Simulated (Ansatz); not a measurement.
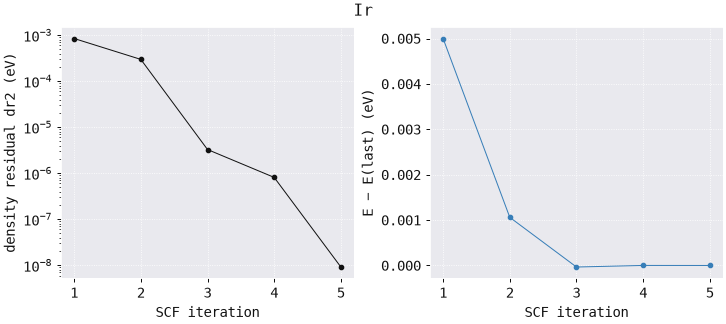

The plot shows the SCF iterations of a calculation: density residual dr2, Harris–Foulkes energy less its last value. The starting density is a sum of atomic densities corrected by a trained network, so the first residual is already small.

Ir (3 atoms in the cell), run with Ansatz.

```
crystal:
  lattice:
    - [2.7363708924, 0.0, 0.0]
    - [-1.3681854462, 2.369766707, 0.0]
    - [0.0, 0.0, 6.7063174468]
  atoms:
    - { symbol: Ir, position: [0.0, 0.0, 0.0] }
    - { symbol: Ir, position: [0.3333333333, 0.6666666667, 0.3333333333] }
    - { symbol: Ir, position: [0.6666666667, 0.3333333333, 0.6666666667] }
basis:
  ecutwfc: 420
kpoints:
  mp_grid: { grid: [30, 30, 14] }
hamiltonian:
  xc: pbe
scf:
  occupations: { method: methfessel_paxton, width: 1.0 }
  max_iter: 100
output:
  forces: true
  eigenvalues: true
  stress: true
```

Launched with:
```bash
ansatz run input.yaml --threads 1 --pin off --max-ram 2560MiB --backend cpu --events-out ev --progress --plain --runs-dir out
```

How did this run end?

It converged, after 5 iterations. The residual falls at every step. From the first spectrum the program read the system as a metal and chose the Kerker preconditioner.

Is anything amiss with this input?

The input holds a fault (a smearing of electronvolts). The SCF closed all the same, which doesn't make the results meaningful for the real system.
